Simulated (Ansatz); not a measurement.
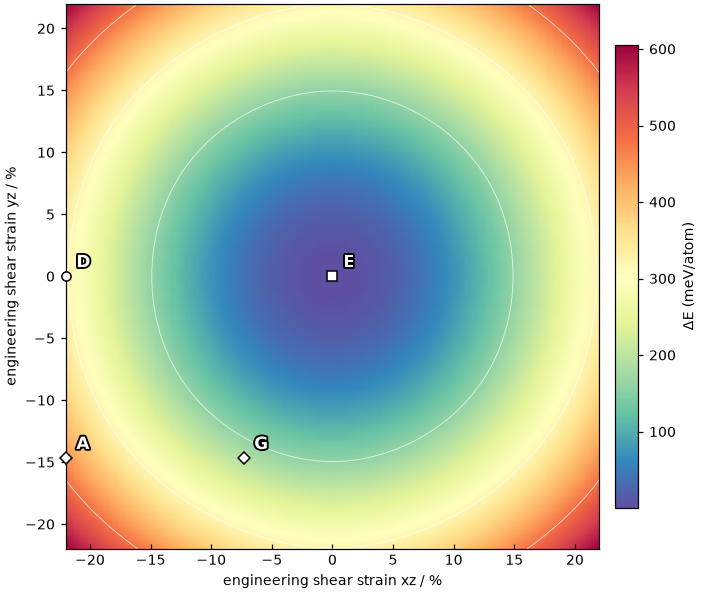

Re (P6_3/mmc, No. 194; 2 atoms in the cell). The energy is mapped over two homogeneous strains (x along [1 0 0], y along [1 2 0], z along [0 0 1] of the conventional cell). First axis: engineering shear strain xz. Second axis: engineering shear strain yz. Nothing is relaxed (fractional coordinates fixed). The grid has 7 × 7 points; 16 points were computed and 33 follow by symmetry. Points are written as (first, second). Energies: meV/atom, counted from the lowest grid point. Computed with Ansatz 0.2.0, DFT PBE, scalar-relativistic, plane waves, PAW. Settings: cutoff 420 eV, k-mesh 18×18×10 in the order of the run's cell vectors, gaussian smearing 0.15 eV, no spin polarisation.

In the figure: a smooth colour map with a few white contour lines, lettered points. Between grid points the surface is interpolated.

> What kind of point is each of E, G: minimum, saddle, maximum or slope?

E: minimum; G: on a slope. (In these two coordinates alone; a stationary point may lie a little off the grid point.)

> Which space group has the cell at each letter?

A: P-1; D: C2/c; E: P6_3/mmc; G: P-1.
